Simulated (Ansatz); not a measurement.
```
Ga N
1.0
     2.69555    0.00000    0.00000
     0.00000    2.69555    0.00000
     0.00000    0.00000    2.69555
Ga N
1 1
Direct
  0.00000 0.00000 0.00000
  0.50000 0.50000 0.50000
```

Space group Pm-3m; started from the CsCl prototype, which need not be the ambient phase; computed pressure about −3 GPa in this cell.

These are results of Ansatz 0.2.0, DFT, HSE06, plane waves, PAW, not measurements.

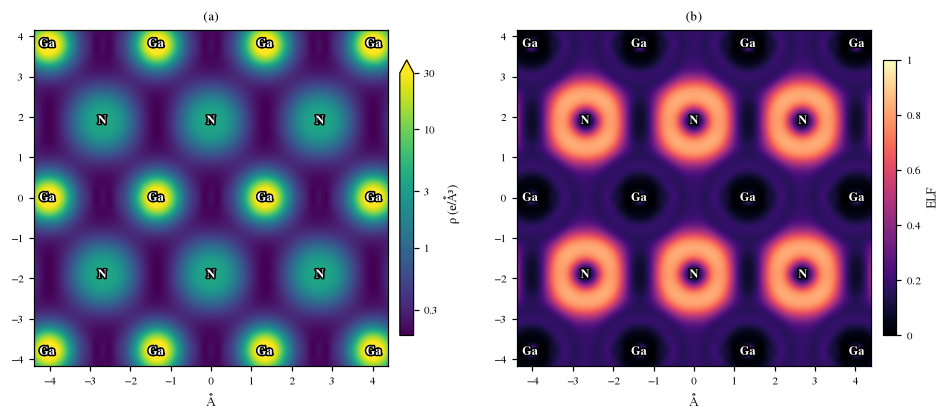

GaN. (a) valence pseudo-density; (b) ELF on the (101) plane of the conventional cell.

The density is the valence pseudo-density of a PAW calculation; it isn't the true density close to the nuclei.

Question: Describe what can be read from this map.

Answer:
- Atoms in the plane: Ga and N.
- Ga–N (2.33 Å): the density is about 0.35 e/Å³ at the midpoint; the ELF peaks at about 0.85 in the valence shell of N, 0.7 Å from its nucleus, and is about 0.30 at the midpoint.
- Between the atoms the lowest density in this plane is 0.18 e/Å³.
